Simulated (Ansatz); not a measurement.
**Run report: C35H8, geometry relaxation (part 1 of 3)**

The run: geometry relaxation of C35H8 (slab, 43 atoms in the cell). Method and program: DFT PBE+D3(BJ), scalar-relativistic, plane waves, PAW, no spin polarisation (Ansatz 0.2.0).

The structure derives from an entry of the Crystallography Open Database. The input holds or restrains some coordinates. Forces given for the steps count only the free coordinates. It belongs to a series of runs on one base structure; here: 1 propane a cell, upright, over a top C site. Figures and captions count atoms from 1; the log counts them from 0 in places.

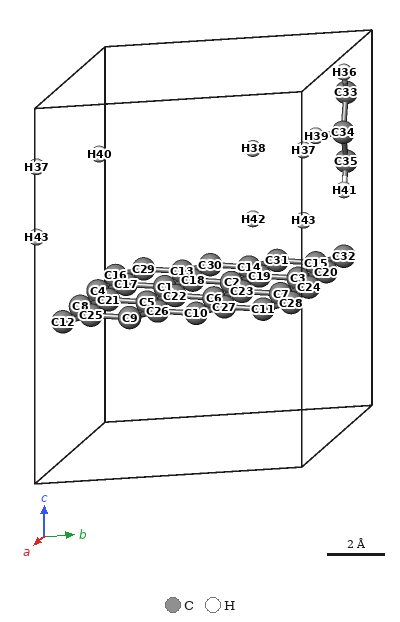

The starting structure (ball-and-stick view of the cell of the calculation, with the vacuum cut short, seen slightly off an axis; bonded neighbours outside the cell are drawn too; atoms are numbered from 1 in the order of the input). An atom can appear more than once, as a periodic image. Near neighbours in the periodic cell (some may lie outside the picture): C has 3 C at 1.42 Å; C has 1 C at 1.53 Å and 3 H at 1.11 Å; C has 2 C at 1.53 Å and 2 H at 1.11 Å; H has 1 C at 1.11 Å.

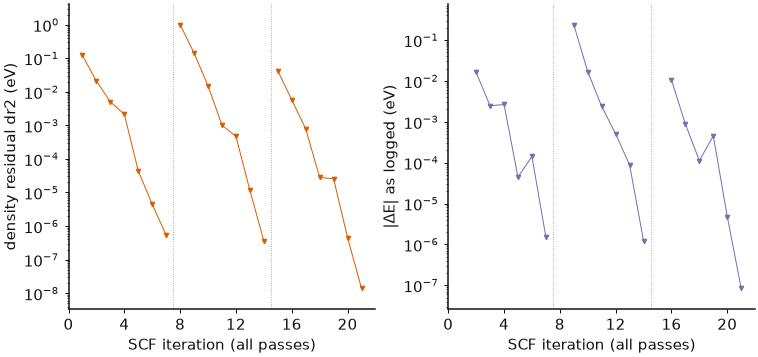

Convergence of the self-consistent field: density residual dr2 and size of the energy change against the SCF iteration. The dotted lines part the SCF passes of the relaxation: geometry steps, rejected trials and re-solves on a re-selected basis. The passes take 7, 7 and 7 iterations.

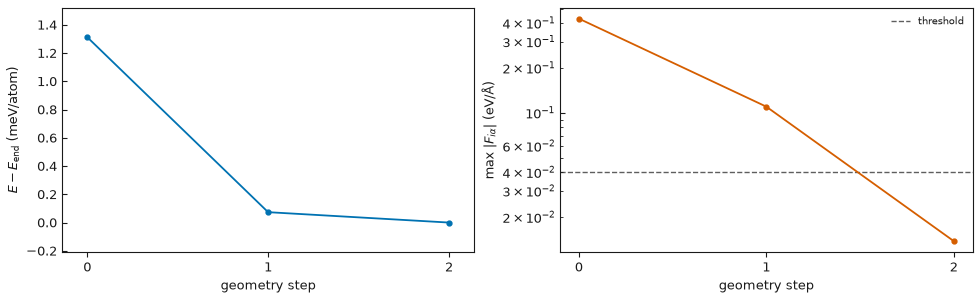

Progress of the restrained relaxation, step by step (the first geometry is step 0 here and step 1 in the log).

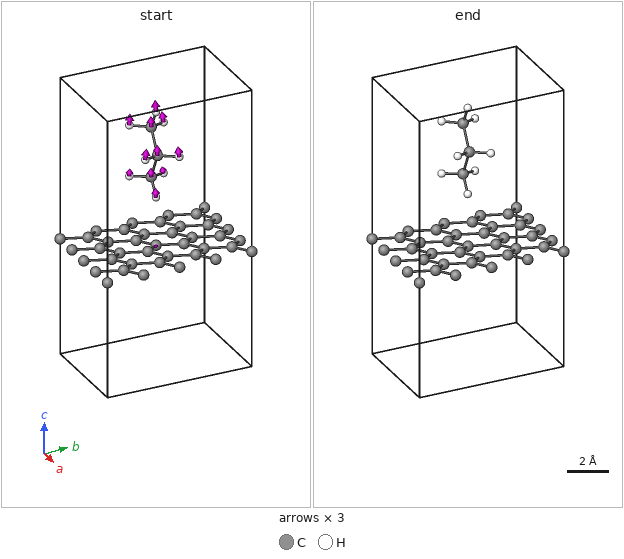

Before (left) and after (right) the restrained relaxation, at one scale (ball-and-stick view of the cell of the calculation, with the vacuum cut short (origin shifted), seen slightly off an axis). The pink arrows give the displacements, magnified 3 times. The largest move is that of H36, 0.21 Å. By element the largest moves are H 0.21 Å, C 0.18 Å. The cell stays as it was. Among the contacts that change: C33–H36 1.110 → 1.099 Å. Among the angles that change: H39–C34–H40 108.4° → 105.9°, C34–C33–H36 109.5° → 111.8°. The energy falls by 1.3 meV per atom in 2 geometry steps. Largest force component: 0.43 eV/Å at the start, 0.014 eV/Å at the end. (Atoms are counted from 1 in the order of the input.)

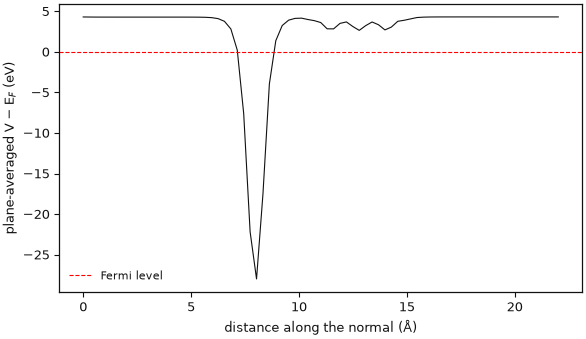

Plane average of the electrostatic potential energy of an electron across the cell, from the Fermi level. The vacuum level lies 4.30 eV above the Fermi level on the upper side and 4.28 eV on the lower.

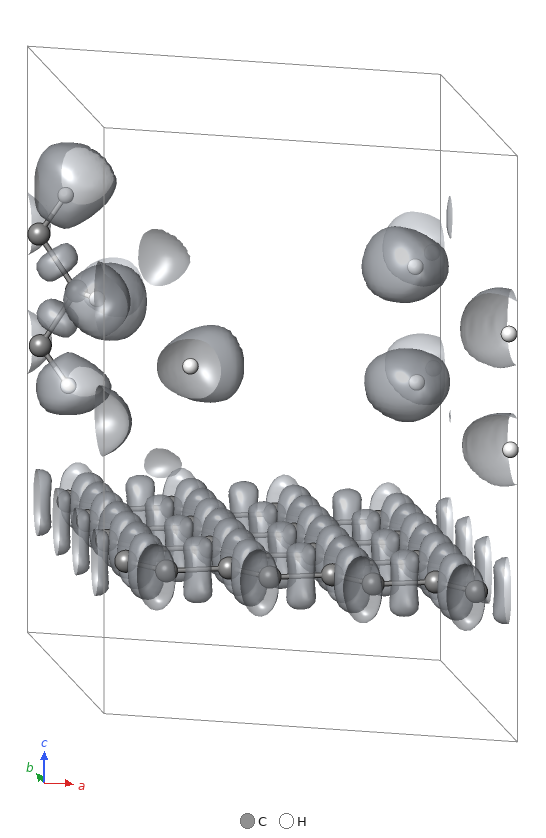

Isosurface of the electron localisation function at 0.75 (grey), seen slightly off an axis. Core shells and regions of very low density are left out. Sticks mark near contacts. Along the contacts the grid gives the following. C–H (1.10 Å): the ELF climbs to about 1 towards the hydrogen, as it does in any bond to H (a covalent bond by its length). Core electrons are frozen (PAW), so the fields are smoothed inside the atomic spheres.

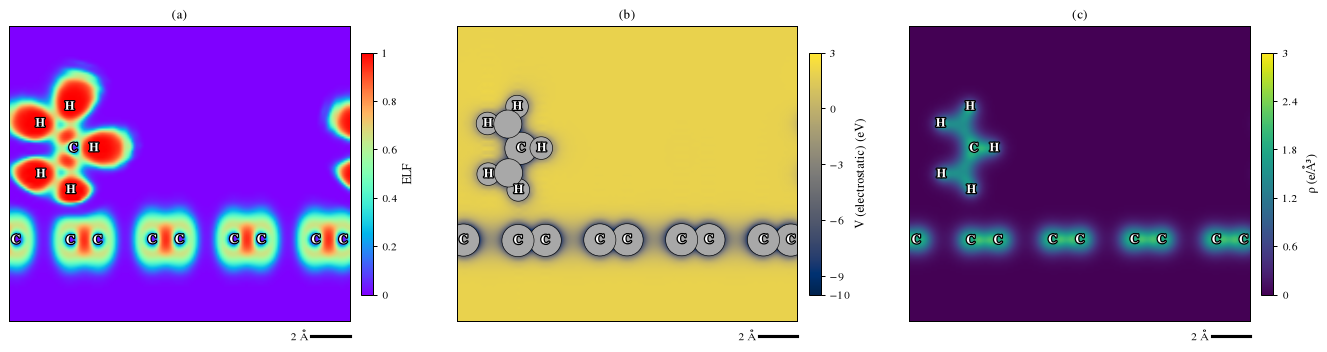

(a) ELF; (b) electrostatic potential (local pseudopotential plus Hartree) felt by an electron; (c) valence electron density on the (110) plane of the calculation cell, a cut from vacuum to vacuum. Grey discs, where drawn, cover atomic cores. Atoms in the plane: C and H. The density dies away to nearly zero in the vacuum.

These pictures come from the run below.

**The input**
```yaml
crystal:
  lattice:
    - [9.8601980332, 0.0, 0.0]
    - [-4.9300990166, 8.5391819831, 0.0]
    - [0.0, 0.0, 22.3149100064]
  atoms:
    - { symbol: C, position: [0.4166666667, 0.3333333333, 0.3585046948] }
    - { symbol: C, position: [0.4166666667, 0.5833333333, 0.3585046948] }
    - { symbol: C, position: [0.4166666667, 0.8333333333, 0.3585046948] }
    - { symbol: C, position: [0.4166666667, 0.0833333333, 0.3585046948] }
    - { symbol: C, position: [0.6666666667, 0.3333333333, 0.3585046948] }
    - { symbol: C, position: [0.6666666667, 0.5833333333, 0.3585046948] }
    - { symbol: C, position: [0.6666666667, 0.8333333333, 0.3585046948] }
    - { symbol: C, position: [0.6666666667, 0.0833333333, 0.3585046948] }
    - { symbol: C, position: [0.9166666667, 0.3333333333, 0.3585046948] }
    - { symbol: C, position: [0.9166666667, 0.5833333333, 0.3585046948] }
    - { symbol: C, position: [0.9166666667, 0.8333333333, 0.3585046948] }
    - { symbol: C, position: [0.9166666667, 0.0833333333, 0.3585046948] }
    - { symbol: C, position: [0.1666666667, 0.3333333333, 0.3585046948] }
    - { symbol: C, position: [0.1666666667, 0.5833333333, 0.3585046948] }
    - { symbol: C, position: [0.1666666667, 0.8333333333, 0.3585046948] }
    - { symbol: C, position: [0.1666666667, 0.0833333333, 0.3585046948] }
    - { symbol: C, position: [0.3333333333, 0.1666666667, 0.3585768441] }
    - { symbol: C, position: [0.3333333333, 0.4166666667, 0.3585768441] }
    - { symbol: C, position: [0.3333333333, 0.6666666667, 0.3585768441] }
    - { symbol: C, position: [0.3333333333, 0.9166666667, 0.3585768441] }
    - { symbol: C, position: [0.5833333333, 0.1666666667, 0.3585768441] }
    - { symbol: C, position: [0.5833333333, 0.4166666667, 0.3585768441] }
    - { symbol: C, position: [0.5833333333, 0.6666666667, 0.3585768441] }
    - { symbol: C, position: [0.5833333333, 0.9166666667, 0.3585768441] }
    - { symbol: C, position: [0.8333333333, 0.1666666667, 0.3585768441] }
    - { symbol: C, position: [0.8333333333, 0.4166666667, 0.3585768441] }
    - { symbol: C, position: [0.8333333333, 0.6666666667, 0.3585768441] }
    - { symbol: C, position: [0.8333333333, 0.9166666667, 0.3585768441] }
    - { symbol: C, position: [0.0833333333, 0.1666666667, 0.3585768441] }
    - { symbol: C, position: [0.0833333333, 0.4166666667, 0.3585768441] }
    - { symbol: C, position: [0.0833333333, 0.6666666667, 0.3585768441] }
    - { symbol: C, position: [0.0833333333, 0.9166666667, 0.3585768441] }
    - { symbol: C, position: [0.0124998688, 0.906564256, 0.6205675937] }
    - { symbol: C, position: [0.1056769302, 0.9198590326, 0.5641210295] }
    - { symbol: C, position: [0.0124998688, 0.906564256, 0.5076744653] }
    - { symbol: H, position: [0.0833333333, 0.9166666667, 0.6607649326] }
    - { symbol: H, position: [-0.0165449326, 1.001832807, 0.6218447667] }
    - { symbol: H, position: [-0.0974943066, 0.7914589454, 0.6218447667] }
    - { symbol: H, position: [0.1357643018, 0.8252417238, 0.5641210295] }
    - { symbol: H, position: [0.2163063522, 1.0345282951, 0.5641210295] }
    - { symbol: H, position: [0.0833333333, 0.9166666667, 0.4674726451] }
    - { symbol: H, position: [-0.0974943066, 0.7914589454, 0.506392811] }
    - { symbol: H, position: [-0.0165449326, 1.001832807, 0.506392811] }
basis:
  ecutwfc: 420
kpoints:
  mp_grid: { grid: [2, 2, 1] }
hamiltonian:
  xc: pbe
  dispersion: d3bj
scf:
  occupations: { method: gaussian, width: 0.05 }
output:
  forces: true
  eigenvalues: true
  write_density: true
  write_potential: true
  elf: true
  volumetric_format: npy
relax:
  adjacent_minimum: "off"
  f_tol: 0.04
  max_steps: 100
  constraints: [{ sites: [0] }]
efield:
  axis: 3
  dipole_correction: true
  ramp_width: 0.04
```

Launch command:
```bash
ansatz run input.yaml --threads 4 --pin off --max-ram 10240MiB --backend cpu --events-out ev --progress --plain --runs-dir out
```

**Output**
```
Engine: ansatz 0.2.0, x86_64-unknown-linux-gnu
Pseudopotentials: kind: paw
Pseudopotential: C, paw, valence charge 4, recommended cutoff 420 eV (normal), C.paw.azcp
Pseudopotential: H, paw, valence charge 1, recommended cutoff 420 eV (normal), H.paw.azcp
Functional definition: PBE
  parameter kappa = 0.804
  parameter beta = 0.06672455060314922
  exchange = pbe_x(kappa = kappa, mu = beta*pi^2/3)
  correlation = pbe_c(beta = beta)
Crystal: 43 atoms, lattice volume = 1878.871 Å³
Basis set: ecut = 420 eV, 36747 PW (Γ), exchange–correlation on 144×144×300 points (8 copies of the dense FFT grid, shifted against one another)
Bands: 117, of which v1, the nominal top of the filled ones, is band 74 counted from 1 (73 counted from 0)
Symmetry: 1 space group operations
Space group: P1 (ITA 1), of the structure as read, at distance tolerance 1.2e-4 Å
k-points: 4
Non-local potential: C, projectors of the file, l = 0: 2, l = 1: 2, l = 2: 1
Non-local potential: H, projectors of the file, l = 0: 2, l = 1: 1
PAW form: soft (Blöchl's): semilocal exchange-correlation on the pseudo side does not see the compensation charge
PAW one-centre angular grid: C, 110 points (default); XC on 64 Gauss nodes
PAW one-centre angular grid: H, 110 points (default); XC on 64 Gauss nodes
Initial density: superposition of atomic densities (neutral atoms: chi_scale 0, normalization atom), corrected by the library's trained network
Initial wavefunctions: pseudopotential atomic-orbital guess
Functional: x = pbe(κ = 0.804, μ = 0.2195149727645171), c = pbe(β = 0.06672455060314922)
SCF iter   1: F=—  HF=-8915.346609 eV  |F-HF|=—  |Δ(HF+E_count)|=         —  Δρ=1.95e-3  dr2=1.21e-1  ethr=1.77e-3  p=0.044 e·Å  D=4.26e-3 V/Å  ΔV_dip=-0.10 eV  dr2_dipole=7.00e-4  V_vac-E_F(+/−)=4.29/4.39 eV  ⟨swp⟩=9.8  Hψ=2711  notcnv=0  defer=110
efield: sawtooth ramp at fractional position 0.9896 (placed from the atoms, in the widest stretch of the axis that holds none; the zero of the levels goes with the place), width 0.0400; the density the first Hamiltonian is built on has a dipole p = 0.044 e·Å; the dipole correction subtracts the counter field D = 4.26e-3 V/Å, which shifts the + side's vacuum level by -0.10 eV against the − side's; the planar-averaged density in the ramp window peaks in size at 3.8e-5 e/Å³
preconditioner: auto → Resta (q_TF=auto, 1.786 Å⁻¹)  ε∞=1.6  [insulator: Δε(μ)=1.963 eV  Ē_g=14.017 eV  σ=0.050 eV  W_gap=1.00  n_scr=174 (ndim 8)  ℏωp=10.4 eV  f_vac=0.757  D(μ)=0.00/eV (n_scr^D=0)  ε∞_Penn≈1.6  vacuum switching on, ρ_ref=1.4e-2 e/Å³]
SCF iter   2: F=—  HF=-8915.330374 eV  |F-HF|=—  |Δ(HF+E_count)|=   1.62e-2  Δρ=1.08e-3  dr2=2.09e-2  ethr=8.19e-5  p=-0.000 e·Å  D=-2.65e-5 V/Å  ΔV_dip=0.00 eV  dr2_dipole=3.67e-5  V_vac-E_F(+/−)=4.32/4.32 eV  ⟨swp⟩=2.0  Hψ=780  notcnv=0  defer=141
SCF iter   3: F=—  HF=-8915.332835 eV  |F-HF|=—  |Δ(HF+E_count)|=   2.46e-3  Δρ=3.89e-4  dr2=5.03e-3  ethr=1.41e-5  p=-0.013 e·Å  D=-1.27e-3 V/Å  ΔV_dip=0.03 eV  dr2_dipole=4.44e-6  V_vac-E_F(+/−)=4.32/4.29 eV  ⟨swp⟩=2.0  Hψ=576  notcnv=0  defer=141
SCF iter   4: F=—  HF=-8915.335487 eV  |F-HF|=—  |Δ(HF+E_count)|=   2.65e-3  Δρ=1.93e-4  dr2=2.15e-3  ethr=3.40e-6  p=-0.017 e·Å  D=-1.64e-3 V/Å  ΔV_dip=0.04 eV  dr2_dipole=2.13e-8  V_vac-E_F(+/−)=4.32/4.28 eV  ⟨swp⟩=2.2  Hψ=587  notcnv=0  defer=141
SCF iter   5: F=—  HF=-8915.335443 eV  |F-HF|=—  |Δ(HF+E_count)|=   4.44e-5  Δρ=6.21e-5  dr2=4.40e-5  ethr=1.45e-6  p=-0.018 e·Å  D=-1.69e-3 V/Å  ΔV_dip=0.04 eV  dr2_dipole=1.56e-7  V_vac-E_F(+/−)=4.32/4.28 eV  ⟨swp⟩=2.0  Hψ=508  notcnv=0  defer=141
SCF iter   6: F=—  HF=-8915.335585 eV  |F-HF|=—  |Δ(HF+E_count)|=   1.42e-4  Δρ=1.31e-5  dr2=4.49e-6  ethr=2.70e-8  p=-0.016 e·Å  D=-1.55e-3 V/Å  ΔV_dip=0.03 eV  dr2_dipole=2.79e-9  V_vac-E_F(+/−)=4.32/4.28 eV  ⟨swp⟩=40.5  Hψ=6845  notcnv=0
SCF iter   7: F=-8915.335586 eV  HF=-8915.335586 eV  |F-HF|=1.61e-7  |Δ(HF+E_count)|=   1.51e-6  Δρ=4.90e-6  dr2=5.33e-7  ethr=3.03e-9  p=-0.016 e·Å  D=-1.53e-3 V/Å  ΔV_dip=0.03 eV  dr2_dipole=3.27e-10  V_vac-E_F(+/−)=4.32/4.28 eV  ⟨swp⟩=19.2  Hψ=4106  notcnv=0
SCF 1 converged in 7 iterations: F = -8915.335586 eV  dr2 = 5.33e-7
  greatest PAW one-centre occupation: 0.673 electrons in one spin orbital (limit 2), on the C atom at site 31 (counted from 0), in its partial waves of l = 0
relax step   1: F+E_penalty+E_count = -8915.33558623 eV  Δ(F+E_penalty+E_count) = +0.000e0 eV  max|allowed force component| = 4.278e-1 eV/Å  Δτ_max = 0.0000 Å  (7 SCF iters, dr2 threshold 4.00e-5 eV, accepted)
Initial density: handed on by an earlier stage of this run
Initial wavefunctions: those handed on with the density
iter 1 solved again at ethr=6.53e-4 eV; its pass at ethr=3.10e-3 eV (dr2=9.67e-1 eV) is discarded
```
